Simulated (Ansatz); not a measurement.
## Single-point calculation, with input and output: C

The run: single-point calculation of C (P6/mmm, 10 atoms in the cell). Method and program: DFT LDA, scalar-relativistic, plane waves, PAW, no spin polarisation (Ansatz 0.2.0).

The structure derives from an entry of the Crystallography Open Database. Figures and captions count atoms from 1; the log counts them from 0 in places.

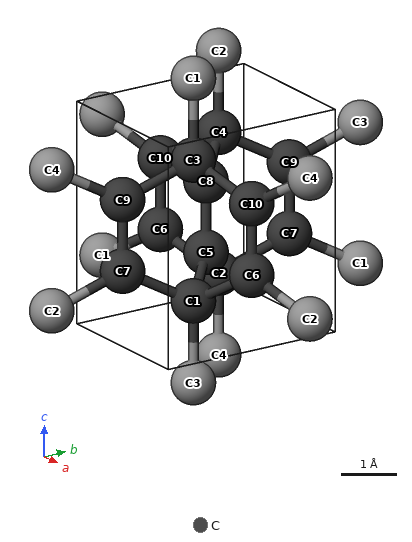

The structure (ball-and-stick view of the cell of the calculation, seen slightly off an axis; neighbours outside the cell are drawn fainter; atoms are numbered from 1 in the order of the input). An atom can appear more than once, as a periodic image.

**Key numbers**

| quantity | value |
| --- | --- |
| outcome | converged |
| space group (tolerance 0.01 Å) | P6/mmm (191) |
| electrons treated | 40 |
| free energy | −2424.6136 eV |
| Fermi energy | 8.224 eV |
| gap on the k-point mesh | none (metallic) |
| pressure | −0.01 GPa |
| largest force (length of the vector) | 0.009 eV/Å |
| hardware | 2 threads of Arm Neoverse V2, 24 GiB of memory available, shared host |
| wall time | 10 s (CPU time 20 s) |
| peak memory | 0.46 GiB |

**The input**
```yaml
crystal:
  lattice:
    - [4.7749561444, 0.0, 0.0]
    - [-2.3874780722, 4.135233323, 0.0]
    - [0.0, 0.0, 4.1319840921]
  atoms:
    - { symbol: C, position: [0.6666666667, 0.3333333333, 0.1834601087] }
    - { symbol: C, position: [0.3333333333, 0.6666666667, 0.1834601087] }
    - { symbol: C, position: [0.6666666667, 0.3333333333, 0.8165398913] }
    - { symbol: C, position: [0.3333333333, 0.6666666667, 0.8165398913] }
    - { symbol: C, position: [0.5, 0.5, 0.3395339677] }
    - { symbol: C, position: [0.0, 0.5, 0.3395339677] }
    - { symbol: C, position: [0.5, 0.0, 0.3395339677] }
    - { symbol: C, position: [0.5, 0.5, 0.6604660323] }
    - { symbol: C, position: [0.5, 0.0, 0.6604660323] }
    - { symbol: C, position: [0.0, 0.5, 0.6604660323] }
basis:
  ecutwfc: 420
kpoints:
  mp_grid: { grid: [12, 12, 10] }
hamiltonian:
  xc: lda
scf:
  occupations: { method: gaussian, width: 0.15 }
output:
  forces: true
  stress: true
  eigenvalues: true
  write_density: true
  write_potential: true
  elf: true
  volumetric_format: npy
```

Run as:
```bash
ansatz run input.yaml --threads 2 --pin off --max-ram 5120MiB --backend cpu --events-out ev --progress --plain --runs-dir out
```

**The program's output**
```
Engine: ansatz 0.2.0, aarch64-unknown-linux-gnu
Pseudopotentials: kind: paw
Pseudopotential: C, paw, valence charge 4, recommended cutoff 420 eV (normal), C.paw.azcp
Functional definition: SPW92
  exchange = slater_x
  correlation = pw_c
Crystal: 10 atoms, lattice volume = 81.588 Å³
Basis set: ecut = 420 eV, 1579 PW (Γ)
Bands: 30, of which v1, the nominal top of the filled ones, is band 20 counted from 1 (19 counted from 0)
Symmetry: 24 space group operations
Space group: P6/mmm (ITA 191), of the structure as read, at distance tolerance 4.3e-5 Å
k-points: 114 of 1440
Non-local potential: C, projectors of the file, l = 0: 2, l = 1: 2, l = 2: 1
PAW form: soft (Blöchl's): semilocal exchange-correlation on the pseudo side does not see the compensation charge
PAW frozen core: C, regenerated for the run's functional, and the local potential with it (the file was generated under x = pbe(κ = 0.804, μ = 0.2195149727645171), c = pbe(β = 0.06672455060314922))
PAW one-centre angular grid: C, 110 points (default); XC on 64 Gauss nodes
Initial density: superposition of atomic densities (neutral atoms: chi_scale 0, normalization atom), corrected by the library's trained network
Initial wavefunctions: pseudopotential atomic-orbital guess
Functional: x = slater, c = lda
SCF iter   1: F=—  HF=-2424.725615 eV  |F-HF|=—  |Δ(HF+E_count)|=         —  Δρ=1.94e-2  dr2=3.56e-1  ethr=1.77e-3  ⟨swp⟩=6.1  Hψ=16450  notcnv=0  defer=39
preconditioner: auto → Kerker (q_TF=auto, 2.423 Å⁻¹)  [metal: Δε(μ)=0.028 eV  Ē_g=15.043 eV  σ=0.150 eV  W_gap=0.11  n_scr=20 (ndim 8)  ℏωp=26.0 eV  f_vac=0.104  D(μ)=0.64/eV (n_scr^D=0)]
SCF iter   2: F=—  HF=-2424.644060 eV  |F-HF|=—  |Δ(HF+E_count)|=   8.16e-2  Δρ=1.03e-2  dr2=1.01e-1  ethr=8.89e-4  ⟨swp⟩=1.0  Hψ=4336  notcnv=0  defer=59
SCF iter   3: F=—  HF=-2424.613483 eV  |F-HF|=—  |Δ(HF+E_count)|=   3.06e-2  Δρ=1.86e-3  dr2=6.68e-3  ethr=2.53e-4  ⟨swp⟩=2.2  Hψ=4440  notcnv=0  defer=59
SCF iter   4: F=—  HF=-2424.613001 eV  |F-HF|=—  |Δ(HF+E_count)|=   4.82e-4  Δρ=9.10e-4  dr2=1.58e-3  ethr=1.67e-5  ⟨swp⟩=2.6  Hψ=4840  notcnv=0  defer=59
SCF iter   5: F=—  HF=-2424.613471 eV  |F-HF|=—  |Δ(HF+E_count)|=   4.69e-4  Δρ=2.92e-4  dr2=1.44e-4  ethr=3.96e-6  ⟨swp⟩=2.4  Hψ=5195  notcnv=0  defer=59
SCF iter   6: F=—  HF=-2424.613588 eV  |F-HF|=—  |Δ(HF+E_count)|=   1.17e-4  Δρ=6.92e-5  dr2=5.72e-6  ethr=3.61e-7  ⟨swp⟩=2.4  Hψ=5072  notcnv=0  defer=59
SCF iter   7: F=—  HF=-2424.613591 eV  |F-HF|=—  |Δ(HF+E_count)|=   2.84e-6  Δρ=1.86e-5  dr2=7.33e-7  ethr=1.43e-8  ⟨swp⟩=2.4  Hψ=4986  notcnv=0  defer=216
SCF iter   8: F=—  HF=-2424.613591 eV  |F-HF|=—  |Δ(HF+E_count)|=   4.15e-8  Δρ=7.48e-6  dr2=1.05e-7  ethr=2.50e-10  ⟨swp⟩=15.4  Hψ=26516  notcnv=0
SCF iter   9: F=-2424.613591 eV  HF=-2424.613591 eV  |F-HF|=7.54e-9  |Δ(HF+E_count)|=   6.82e-8  Δρ=1.95e-6  dr2=4.57e-9  ethr=2.50e-10  ⟨swp⟩=8.0  Hψ=18889  notcnv=0
SCF 1 converged in 9 iterations: F = -2424.613591 eV  dr2 = 4.57e-9
  greatest PAW one-centre occupation: 0.667 electrons in one spin orbital (limit 2), on the C atom at site 9 (counted from 0), in its partial waves of l = 0
```

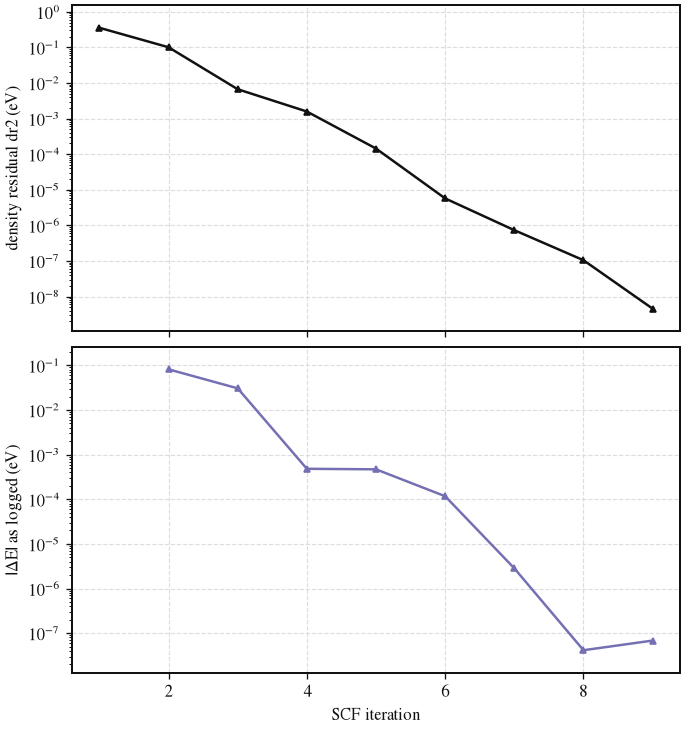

Convergence of the self-consistent field: density residual dr2 and size of the energy change against the SCF iteration. The residual falls at every step.

```
SCF converged after 9 iterations
Free energy (F): -2424.613591 eV
Harris-Foulkes:  -2424.613591 eV  (|F-HF|=7.54e-9)
Internal energy: -2424.603386 eV  (E = F + TS)
E sigma→0 (E₀):  -2424.608489 eV
Entropy (-TS):   -0.010204 eV (-1.020 meV/atom)
Fermi energy:    8.223900 eV
--- Per-component energies (eV) ---
  E_band       = -44.948272
  E_kinetic    = 917.647592
  E_local      = -1638.736076  (includes V_loc(G=0)·N_el)
  E_nonlocal   = 282.343778
  E_hartree    = 532.308844
  E_xc         = -478.120461
  E_vxc        = -594.674196  (∫ρ·V_xc dr)
  E_paw        = -918.409534  (= ΣΔE_a)
  E_vpaw       = -76.146100  (= ΣTr[D̂ρ^β])
  E_aug_tail   = 0.000113  (compensation charges beyond the density's cutoff)
  E_ewald      = -1122.265969
  E_core_change = 0.628325  (= ΣΔE_core)
  E_smearing   = -0.010204  (= −TS)
  E_closure    = 0.000000  (closes the sum)
  Σ components = -2424.613591   (vs F -2424.613591, Δ=0.00e0)
--- Forces (eV/Å), atoms counted from 1 ---
  atom   1  C      0.00000000     0.00000000     0.00082950
  atom   2  C      0.00000000     0.00000000     0.00082950
  atom   3  C      0.00000000    -0.00000000    -0.00082950
  atom   4  C      0.00000000     0.00000000    -0.00082950
  atom   5  C     -0.00000000     0.00000000    -0.00939228
  atom   6  C      0.00000000     0.00000000    -0.00939228
  atom   7  C      0.00000000     0.00000000    -0.00939228
  atom   8  C      0.00000000    -0.00000000     0.00939228
  atom   9  C     -0.00000000    -0.00000000     0.00939228
  atom  10  C     -0.00000000    -0.00000000     0.00939228
  max |Σ_I F_I| component: 1.42e-16 eV/Å
--- Stress (GPa, compression-positive) ---
       -0.010706      -0.000000      -0.000000
       -0.000000      -0.010706       0.000000
       -0.000000       0.000000      -0.001626
  P = ⅓ Tr σ = -0.0077 GPa (-0.077 kbar)
--- Band table (eV; the first three rows and the last of 114) ---
  k-point 0: bands = ["-12.5402", "-8.4824", "-6.6634", "-6.6634", "-6.4183", "-5.5615", "-3.2039", "-1.3382", "-1.0981", "-1.0981", "-0.6404", "-0.6404", "0.0750", "0.0750", "3.7604", "3.7604", "5.3693", "5.7466", "5.7466", "8.3070", "9.6096", "11.8227", "11.8227", "12.6023", "12.6023", "14.5969", "14.8628", "16.4595", "16.5737", "16.5737"]
  k-point 1: bands = ["-12.4804", "-8.4180", "-7.2130", "-6.6218", "-6.6218", "-4.6681", "-3.6914", "-1.2294", "-1.2294", "-1.0329", "-1.0329", "-0.8151", "0.6864", "0.6864", "3.5372", "3.5372", "5.1394", "5.8133", "5.8133", "8.3219", "9.6776", "11.6899", "11.6899", "12.9480", "12.9480", "14.5501", "14.5861", "16.4645", "16.5650", "16.5650"]
  k-point 2: bands = ["-12.3041", "-8.2253", "-8.2110", "-6.5042", "-6.5042", "-4.5482", "-3.3752", "-1.9997", "-1.9997", "-0.8400", "-0.8400", "0.1249", "1.5116", "1.5116", "2.9891", "2.9891", "4.4845", "5.9603", "5.9603", "8.3610", "9.8825", "11.3855", "11.3855", "13.8637", "13.8637", "13.9142", "14.4262", "16.4377", "16.5122", "16.5122"]
  k-point 113: bands = ["-10.1816", "-10.1816", "-8.8968", "-8.8968", "-6.4230", "-3.7379", "-2.0194", "-2.0194", "-0.4357", "-0.4357", "1.7435", "1.7435", "1.7554", "1.7554", "1.9265", "2.1704", "2.7190", "4.4971", "6.2497", "6.2497", "7.8799", "10.9493", "10.9493", "14.9517", "14.9517", "15.9499", "16.5828", "16.6457", "16.7156", "16.7156"]
```

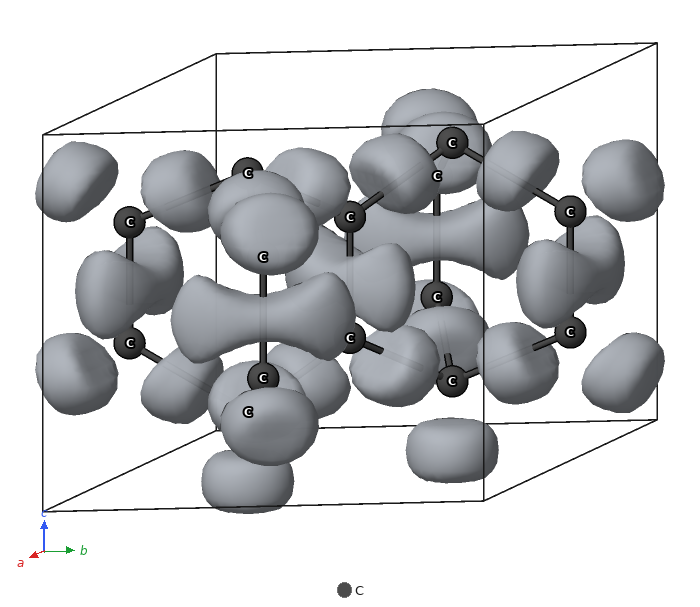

Isosurface of the electron localisation function at 0.75 (grey), seen slightly off an axis. Core shells and regions of very low density are left out. Sticks mark near contacts. The outline is the cell set on symmetry axes. Along the contacts the grid gives the following. C–C (1.33 Å): the ELF peaks at about 0.90 between the atoms (inside overlapping PAW spheres, so only a guide); a double or triple bond. Core electrons are frozen (PAW), so the fields are smoothed inside the atomic spheres.

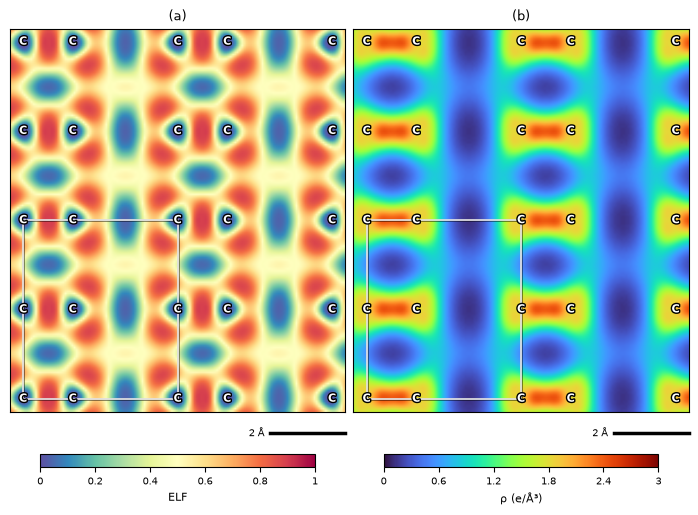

(a) ELF; (b) valence electron density on the (11̄0) plane of the conventional cell. The section cuts through C sites. C–C (1.33 Å): ρ at the midpoint is about 2.4 e/Å³, a local maximum along the line; the ELF peaks at about 0.90 between the atoms (inside overlapping PAW spheres, so only a guide); a multiple bond by its length, whose ELF region spreads away from the axis. Away from the nuclei the density in this plane falls to 0.14 e/Å³ at its lowest.
